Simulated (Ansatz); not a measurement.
MoS$_{2}$: geometry relaxation (part 2 of 3)

Continued. System: MoS$_{2}$ (slab, 18 atoms in the cell). Method: DFT PBE+D3(BJ), scalar-relativistic, plane waves, PAW, no spin polarisation (Ansatz 0.2.0); cutoff 420 eV, 5×5×1 k-mesh, Gaussian smearing of 0.1 eV. The structure derives from an entry of the Crystallography Open Database. The input holds or restrains some coordinates. Forces given for the steps count only the free coordinates. It belongs to a series of runs on one base structure; here: clean slab, lower half held.

Geometry of the input (Å; fractional positions):
```
6.2669  0.0000  0.0000
-1.5667  6.0272  0.0000
0.0000  0.0000  23.6733
S  0.4455  0.7821  0.3591
S  0.9455  0.7821  0.3591
Mo 0.2669  0.0676  0.3867
Mo 0.7669  0.0676  0.3867
S  0.5883  0.3530  0.4143
S  0.0883  0.3530  0.4143
S  0.7124  0.8497  0.4724
S  0.2124  0.8497  0.4724
Mo 0.5338  0.1351  0.5000
Mo 0.0338  0.1351  0.5000
S  0.8551  0.4206  0.5276
S  0.3551  0.4206  0.5276
S  0.9793  0.9173  0.5857
S  0.4793  0.9173  0.5857
Mo 0.8007  0.2027  0.6133
Mo 0.3007  0.2027  0.6133
S  0.1220  0.4882  0.6409
S  0.6220  0.4882  0.6409
```

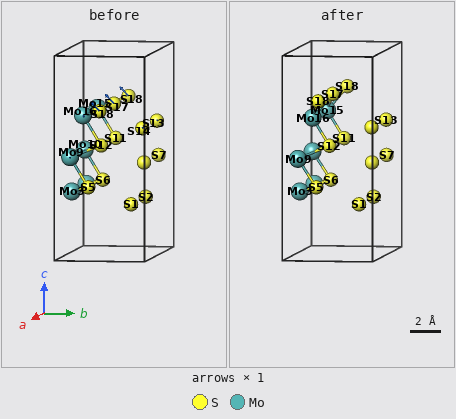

**Figure 1.** Before (left) and after (right) the restrained relaxation, at one scale (ball-and-stick view of the cell of the calculation, with the vacuum cut short (origin shifted), seen slightly off an axis). The blue arrows give the displacements, at true length. Over 7 geometry steps the energy falls by 124 meV per atom. Largest force component: 2.6 eV/Å at the start, 0.015 eV/Å at the end. The line search rejected the trial step at point 6 (counted from 0) and went back. The largest moves, 0.93 Å, are those of S17 and S18. By element the largest moves are S 0.93 Å, Mo 0.20 Å. The lattice vectors keep their values. Among the contacts that change: S11–Mo15 2.417 → 2.248 Å, Mo10–S13 2.417 → 2.529 Å, S5–Mo9 2.417 → 2.327 Å, Mo15–S17 2.417 → 2.342 Å. Among the angles that change: S13–Mo16–S18 180.0° → 147.6°, S12–Mo16–S17 80.8° → 107.8°, S13–Mo16–S17 99.2° → 87.9°. (Atoms are counted from 1 in the order of the input.)

```
WARN: The output density's exchange-correlation potential varies sharply where the density is thin. Do not read a vacuum level from v_tot or v_xc, or from such a field of the output density. On a cell that repeats whose density bears no net charge and no dipole along the vacuum's axis use v_es (v_loc + v_h of the components); under efield.dipole_correction with no amplitude use v_es + v_field, which holds any external_charges[].barrier, or the levels of the report's work_function block, which leave it out; under a non-zero efield.amplitude the vacuum is tilted and has no level; on a cell that repeats and bears such a dipole with no correction it is tilted too, and efield.dipole_correction with no amplitude gives each side of its ramp a level where efield: is served; in a cell that repeats whose density bears a net charge (total_charge, or a fill off its count) it is curved and has none; of a slab under crystal.periodic whose density bears no net charge use v_es, which has a level on each side, short of where the two are joined; of another it falls or rises all the way out and has none; of a slab beside external_charges read slab_vacuum_level instead, which it has where they leave it neutral. The grid or the basis barely resolves most such structure, and the values can differ between equally converged runs; as a rule a tighter scf.convergence.dr2_threshold does not remove it. Where the density itself ripples (under the LDA too) a higher basis.ecutwfc lessens it. The files hold the spikes' plane waves up to the density's cutoff. Files: v_tot_of_output_density and the like, and their columns of v_z.tsv (output.write_potential); v_xc_of_output_density and the like, and their columns of v_comp_z.tsv (output.write_potential_components). Measured: with its Gaussian average of σ = 0.25 Å subtracted twice, the exchange-correlation potential is over 0.1 eV at 318 of the grid points where the equally averaged density (valence and model cores) is under 1e-3 e/Å³, and 0.246 eV at the most among them, at an averaged density of 9.4e-4 e/Å³. The input density's (outcome.potential() and, of a run that writes arrays, v_tot and v_xc) is over 0.1 eV, so measured, at 348 points of its own thin density, 0.246 eV at the most. See output.write_potential in the manual, Limitations
SCF converged after 7 iterations
Free energy (F): -40574.929755 eV
Harris-Foulkes:  -40574.929755 eV  (|F-HF|=2.90e-8)
Internal energy: -40574.880468 eV  (E = F + TS)
E sigma→0 (E₀):  -40574.905111 eV
Entropy (-TS):   -0.049287 eV (-2.738 meV/atom)
Fermi energy:    0.620747 eV
Dipole field:    D = -0.027330 V/Å  (p = -0.135054 e·Å, saw-weighted, corrected)
Work function:   Φ+ = 5.5459 eV   Φ− = 4.8989 eV
Levels:          The Fermi level and band energies are counted from a zero that moves with the ramp; work functions are not
--- Per-component energies (eV) ---
  E_band       = -2521.734737
  E_kinetic    = 3925.925688
  E_local      = -111291.390395  (includes V_loc(G=0)·N_el)
  E_nonlocal   = 1200.391143
  E_hartree    = 53491.699937
  E_xc         = -2262.424326
  E_vxc        = -2418.063929  (∫ρ·V_xc dr)
  E_paw        = -26410.538087  (= ΣΔE_a)
  E_vpaw       = -922.032646  (= ΣTr[D̂ρ^β])
  E_aug_tail   = 0.000256  (compensation charges beyond the density's cutoff)
  E_efield     = 0.001846  (sawtooth field / dipole correction)
  E_vefield    = 0.022453  (∫n·V_field dr)
  E_ewald      = 40777.205506
  E_disp       = -5.752036  (pairwise vdW)
  E_smearing   = -0.049287  (= −TS)
  E_closure    = 0.000000  (closes the sum)
  Σ components = -40574.929755   (vs F -40574.929755, Δ=0.00e0)
--- Forces (eV/Å), atoms counted from 1 ---
  atom   1  S      0.00036211     1.44595774    -0.69633855
  atom   2  S      0.00036211     1.44595774    -0.69633855
  atom   3  Mo    -0.00076494    -2.61435498     2.94358682
  atom   4  Mo    -0.00076494    -2.61435498     2.94358682
  atom   5  S      0.00007539     0.79151040    -1.24369674
  atom   6  S      0.00007539     0.79151040    -1.24369674
  atom   7  S      0.00032749     0.38759492    -1.00085881
  atom   8  S      0.00032749     0.38759492    -1.00085881
  atom   9  Mo     0.00001882     0.00280240    -0.00200604
  atom  10  Mo     0.00001882     0.00280240    -0.00200604
  atom  11  S      0.00000458    -0.01521508     0.00390721
  atom  12  S      0.00000458    -0.01521508     0.00390721
  atom  13  S     -0.00002772     0.00617046    -0.01231517
  atom  14  S     -0.00002772     0.00617046    -0.01231517
  atom  15  Mo     0.00002782     0.00288948     0.01068340
  atom  16  Mo     0.00002782     0.00288948     0.01068340
  atom  17  S     -0.00002400    -0.00734854    -0.00301184
  atom  18  S     -0.00002400    -0.00734854    -0.00301184
  max |Σ_I F_I| component: 9.94e-5 eV/Å
--- Band table (eV; the first three rows and the last of 13) ---
  k-point 0: bands = ["-61.0762", "-61.0529", "-60.9413", "-60.9175", "-60.7285", "-60.7068", "-35.3576", "-35.3312", "-35.2961", "-35.2118", "-35.1817", "-35.1739", "-35.0686", "-35.0613", "-35.0519", "-35.0460", "-35.0162", "-34.9629", "-34.8606", "-34.8491", "-34.8447", "-34.7954", "-34.7712", "-34.7647", "-14.1724", "-13.1190", "-12.8277", "-12.7415", "-12.6802", "-12.3932", "-12.2576", "-12.0314", "-11.8459", "-11.6544", "-11.2492", "-11.2348", "-6.0456", "-6.0246", "-5.7989", "-5.4236", "-5.0971", "-5.0527", "-4.8223", "-4.6398", "-4.5552", "-4.0329", "-3.9913", "-3.8708", "-3.6239", "-3.5535", "-3.5277", "-3.4351", "-3.2159", "-3.1770", "-3.1292", "-2.9564", "-2.8749", "-2.8508", "-2.7185", "-2.6132", "-2.4994", "-2.2988", "-1.9984", "-1.9130", "-1.6436", "-1.5737", "-1.2963", "-1.1514", "-1.1310", "-1.0445", "-0.9181", "-0.6941", "-0.5101", "-0.3377", "-0.1720", "-0.0538", "0.0198", "0.1827", "0.7426", "0.9410", "1.1730", "1.3859", "1.6557", "1.8256", "1.9193", "1.9444", "2.2346", "2.4567", "2.5477", "2.5961", "2.7125", "2.7145", "2.8867", "2.9547", "3.5372", "3.7161"]
  k-point 1: bands = ["-61.0762", "-61.0529", "-60.9413", "-60.9175", "-60.7285", "-60.7068", "-35.3576", "-35.3312", "-35.2961", "-35.2118", "-35.1817", "-35.1739", "-35.0686", "-35.0614", "-35.0519", "-35.0460", "-35.0162", "-34.9629", "-34.8606", "-34.8491", "-34.8447", "-34.7954", "-34.7712", "-34.7647", "-14.0709", "-13.0831", "-12.8924", "-12.7990", "-12.6686", "-12.4444", "-12.1871", "-12.0629", "-11.8864", "-11.7144", "-11.2488", "-11.2346", "-5.9633", "-5.8544", "-5.7722", "-5.5676", "-5.1051", "-4.9577", "-4.9248", "-4.4835", "-4.3947", "-4.0882", "-4.0640", "-3.8118", "-3.7187", "-3.5151", "-3.5027", "-3.3224", "-3.2139", "-3.1783", "-3.0913", "-3.0032", "-2.9253", "-2.8684", "-2.8632", "-2.5968", "-2.5180", "-2.2027", "-2.0512", "-1.8926", "-1.6701", "-1.6410", "-1.4608", "-1.3556", "-1.1856", "-1.1178", "-0.9843", "-0.5263", "-0.3956", "-0.3795", "-0.2229", "0.0208", "0.0280", "0.2575", "0.6777", "0.9332", "1.2183", "1.3665", "1.6545", "1.8577", "1.8665", "1.8878", "2.2325", "2.4919", "2.5620", "2.6009", "2.6468", "2.7218", "2.8842", "2.8968", "3.5121", "3.8692"]
  k-point 2: bands = ["-61.0762", "-61.0529", "-60.9413", "-60.9175", "-60.7285", "-60.7068", "-35.3576", "-35.3312", "-35.2961", "-35.2118", "-35.1817", "-35.1739", "-35.0686", "-35.0614", "-35.0519", "-35.0460", "-35.0162", "-34.9629", "-34.8606", "-34.8491", "-34.8447", "-34.7954", "-34.7712", "-34.7647", "-13.8108", "-13.2867", "-12.9054", "-12.7999", "-12.6760", "-12.4158", "-12.2295", "-12.0414", "-11.9765", "-11.7994", "-11.2490", "-11.2347", "-6.0061", "-5.8148", "-5.7483", "-5.1317", "-5.1014", "-4.8702", "-4.7541", "-4.4852", "-4.3512", "-4.2251", "-4.0313", "-3.8520", "-3.6676", "-3.5450", "-3.5224", "-3.3927", "-3.3065", "-3.1842", "-3.1702", "-3.0269", "-2.9438", "-2.8408", "-2.7714", "-2.5698", "-2.5119", "-2.3059", "-2.2564", "-1.9063", "-1.8326", "-1.5977", "-1.5074", "-1.4078", "-1.2523", "-1.1258", "-1.0153", "-0.5164", "-0.4543", "-0.3326", "-0.2962", "0.0230", "0.0457", "0.5059", "0.5902", "0.9380", "1.1895", "1.3790", "1.5824", "1.8117", "1.8981", "1.9364", "2.2347", "2.4715", "2.4935", "2.5162", "2.5653", "2.7197", "2.8263", "2.8851", "3.5276", "4.0859"]
  k-point 12: bands = ["-61.0681", "-61.0610", "-60.9331", "-60.9257", "-60.7210", "-60.7143", "-35.3081", "-35.2960", "-35.2569", "-35.2093", "-35.1930", "-35.1574", "-35.0712", "-35.0512", "-35.0457", "-35.0374", "-35.0326", "-34.9751", "-34.9269", "-34.8588", "-34.8358", "-34.8330", "-34.7863", "-34.7803", "-13.7066", "-13.1013", "-12.7729", "-12.7436", "-12.6966", "-12.5329", "-12.4427", "-12.2592", "-11.7198", "-11.6130", "-11.5426", "-11.5192", "-5.4630", "-5.2827", "-5.0659", "-5.0363", "-4.9720", "-4.8163", "-4.7581", "-4.4049", "-4.2862", "-4.1235", "-4.0507", "-4.0008", "-3.8667", "-3.6476", "-3.5930", "-3.4270", "-3.3828", "-3.2142", "-3.1962", "-3.0523", "-2.9564", "-2.8778", "-2.7817", "-2.6169", "-2.5275", "-2.2941", "-2.1721", "-2.1423", "-1.9609", "-1.7910", "-1.6704", "-1.5996", "-1.4370", "-1.2926", "-1.2195", "-1.1725", "-0.5885", "-0.3883", "-0.1355", "-0.0529", "0.3659", "0.5691", "0.6777", "0.9914", "1.0816", "1.2214", "1.4725", "1.6366", "1.7356", "2.0092", "2.0273", "2.2306", "2.3488", "2.4435", "2.5461", "2.6628", "2.9293", "2.9548", "3.3121", "3.5322"]
--- Relaxed structure (8 steps of the walk, 7 accepted, 0 SCFs on fresh bases) ---
  F+E_penalty+E_count = -40574.92975486 eV   max|allowed force component| = 1.522e-2 eV/Å
  atoms:
    - { symbol: S, position: [0.44552869170000003, 0.7821147669999999, 0.3590538441000001] }
    - { symbol: S, position: [0.9455286917000001, 0.7821147669999999, 0.3590538441000001] }
    - { symbol: Mo, position: [0.2668927957, 0.06757118269999998, 0.38666912610000004] }
    - { symbol: Mo, position: [0.7668927957, 0.06757118269999998, 0.38666912610000004] }
    - { symbol: S, position: [0.5882568996, 0.3530275984, 0.4142844082000001] }
    - { symbol: S, position: [0.08825689960000001, 0.3530275984, 0.4142844082000001] }
    - { symbol: S, position: [0.7124214874000001, 0.8496859497, 0.4723847180000001] }
    - { symbol: S, position: [0.21242148740000003, 0.8496859497, 0.4723847180000001] }
    - { symbol: Mo, position: [0.533336788666903, 0.13332354046481243, 0.49510039442995135] }
    - { symbol: Mo, position: [0.03333678866690304, 0.13332354046481243, 0.49510039442995135] }
    - { symbol: S, position: [0.856270163250913, 0.42504638202203937, 0.5269055253164857] }
    - { symbol: S, position: [0.35627016325091315, 0.42504638202203937, 0.5269055253164857] }
    - { symbol: S, position: [0.9829878688278275, 0.9319350533563674, 0.588823637230384] }
    - { symbol: S, position: [0.48298786882782757, 0.9319350533563674, 0.588823637230384] }
    - { symbol: Mo, position: [0.8053732089437965, 0.22146419537798495, 0.6064936052954261] }
    - { symbol: Mo, position: [0.3053732089437964, 0.22146419537798495, 0.6064936052954261] }
    - { symbol: S, position: [0.0943675389329378, 0.3774472990047813, 0.6683504890774519] }
    - { symbol: S, position: [0.5943675389329378, 0.3774472990047813, 0.6683504890774519] }
```

Trajectory as extended XYZ (Å, eV, eV/Å), 8 frames, from step=1 to step=8:
```
18
Lattice="6.2669 0.0000 0.0000 -1.5667 6.0272 0.0000 0.0000 0.0000 23.6733" Properties=species:S:1:pos:R:3:forces:R:3 step=1 energy=-40572.69606
S     1.5667    4.7139    8.5000   -0.0001   1.5385  -0.6258
S     4.7002    4.7139    8.5000   -0.0001   1.5385  -0.6258
Mo    1.5667    0.4073    9.1537    0.0009  -2.3812   2.6442
Mo    4.7002    0.4073    9.1537    0.0009  -2.3812   2.6442
S     3.1335    2.1278    9.8075   -0.0004   0.1055  -0.8981
S     0.0000    2.1278    9.8075   -0.0004   0.1055  -0.8981
S     3.1335    5.1212   11.1829   -0.0003   0.6335  -0.9791
S     0.0000    5.1212   11.1829   -0.0003   0.6335  -0.9791
Mo    3.1335    0.8145   11.8367    0.0000   0.0000   0.0000
Mo    0.0000    0.8145   11.8367    0.0000   0.0000   0.0000
S     4.7002    2.5350   12.4904    0.0003  -0.6335   0.9791
S     1.5667    2.5350   12.4904    0.0003  -0.6335   0.9791
S     4.7002    5.5285   13.8658    0.0004  -0.1055   0.8981
S     1.5667    5.5285   13.8658    0.0004  -0.1055   0.8981
Mo    4.7002    1.2218   14.5196   -0.0009   2.3812  -2.6442
Mo    1.5667    1.2218   14.5196   -0.0009   2.3812  -2.6442
S     0.0000    2.9423   15.1733    0.0001  -1.5385   0.6258
S     3.1335    2.9423   15.1733    0.0001  -1.5385   0.6258
18
Lattice="6.2669 0.0000 0.0000 -1.5667 6.0272 0.0000 0.0000 0.0000 23.6733" Properties=species:S:1:pos:R:3:forces:R:3 step=2 energy=-40574.08482
S     1.5667    4.7139    8.5000    0.0001   1.5991  -0.7023
S     4.7002    4.7139    8.5000    0.0001   1.5991  -0.7023
Mo    1.5667    0.4073    9.1537    0.0002  -2.5285   2.7958
Mo    4.7002    0.4073    9.1537    0.0002  -2.5285   2.7958
S     3.1335    2.1278    9.8075   -0.0002   0.2159  -0.9383
S     0.0000    2.1278    9.8075   -0.0002   0.2159  -0.9383
S     3.1335    5.1212   11.1829    0.0000   0.7876  -0.8191
S     0.0000    5.1212   11.1829    0.0000   0.7876  -0.8191
Mo    3.1335    0.8117   11.8459    0.0000  -0.3969  -0.3344
Mo    0.0000    0.8117   11.8459    0.0000  -0.3969  -0.3344
S     4.7002    2.5486   12.4655   -0.0002   0.1612  -0.0965
S     1.5667    2.5486   12.4655   -0.0002   0.1612  -0.0965
S     4.7002    5.5435   13.9206   -0.0001   0.3953   0.5429
S     1.5667    5.5435   13.9206   -0.0001   0.3953   0.5429
Mo    4.7001    1.3171   14.3497    0.0002   0.6028  -1.0544
Mo    1.5667    1.3171   14.3497    0.0002   0.6028  -1.0544
S     0.0000    2.8475   15.2603    0.0000  -0.8365   0.6070
S     3.1334    2.8475   15.2603    0.0000  -0.8365   0.6070
18
Lattice="6.2669 0.0000 0.0000 -1.5667 6.0272 0.0000 0.0000 0.0000 23.6733" Properties=species:S:1:pos:R:3:forces:R:3 step=3 energy=-40574.61563
S     1.5667    4.7139    8.5000    0.0001   1.5915  -0.7667
S     4.7002    4.7139    8.5000    0.0001   1.5915  -0.7667
Mo    1.5667    0.4073    9.1537    0.0002  -2.5943   2.9696
Mo    4.7002    0.4073    9.1537    0.0002  -2.5943   2.9696
S     3.1335    2.1278    9.8075   -0.0001   0.2736  -1.1764
S     0.0000    2.1278    9.8075   -0.0001   0.2736  -1.1764
S     3.1335    5.1212   11.1829   -0.0001   0.4419  -0.8542
S     0.0000    5.1212   11.1829   -0.0001   0.4419  -0.8542
Mo    3.1334    0.7851   11.8086   -0.0001   0.1317  -0.5897
Mo    0.0000    0.7851   11.8086   -0.0001   0.1317  -0.5897
S     4.7002    2.5786   12.3724    0.0002   0.2638  -0.3069
S     1.5667    2.5786   12.3724    0.0002   0.2638  -0.3069
S     4.7002    5.6172   13.9753    0.0001   0.1397  -0.0190
S     1.5667    5.6172   13.9753    0.0001   0.1397  -0.0190
Mo    4.7002    1.3855   14.2311   -0.0001   0.3094   0.7556
Mo    1.5667    1.3855   14.2311   -0.0001   0.3094   0.7556
S     0.0000    2.7226   15.4100   -0.0001  -0.5583  -0.0105
S     3.1335    2.7226   15.4100   -0.0001  -0.5583  -0.0105
```
